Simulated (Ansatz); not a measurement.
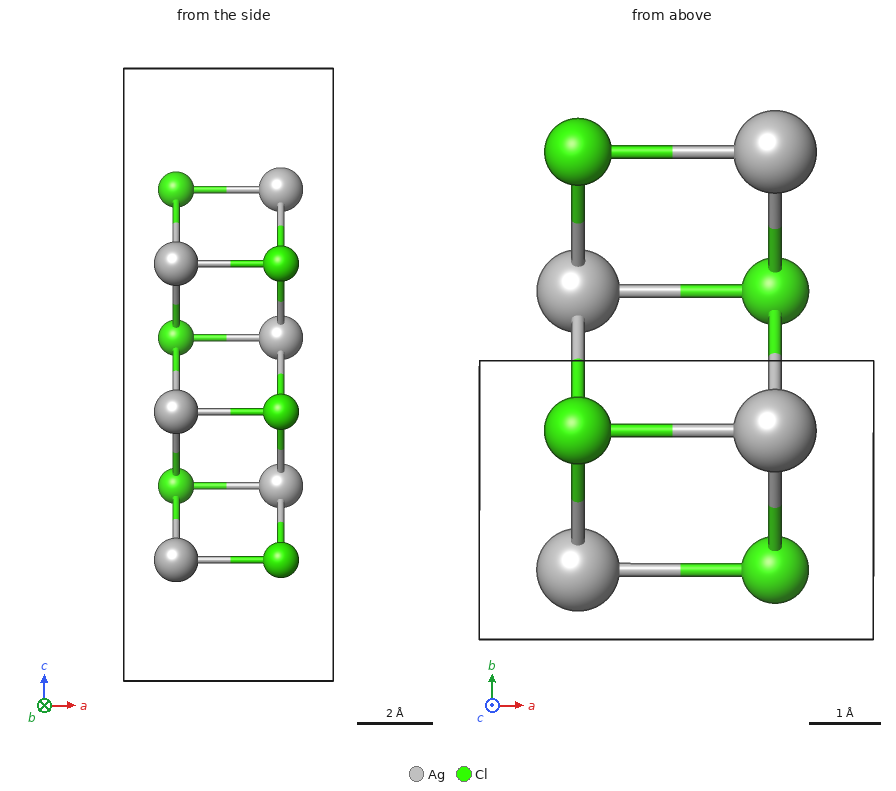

A ball-and-stick picture of a periodic slab, seen from the side and from above. The surface normal points up in side views; the box is the simulation cell. 1×2 cells are drawn in the plane, with atoms at the edges repeated.

The cell holds 6 Ag, 6 Cl.

Q: How is each face terminated?

A: The top face ends in Ag and Cl, the bottom face in Ag and Cl. The two faces are alike.

Q: Estimate the thickness.

A: About 10 Å from the lowest to the highest atom, with about 6 Å of vacuum to the next image.

Q: State the number of planes and their content from above.

A: Six planes: AgCl / AgCl / AgCl / AgCl / AgCl / AgCl.

Its origin is a structure listed in the Materials Project. The cell was then strained or its atoms displaced on purpose. It went into a calculation with Ansatz.
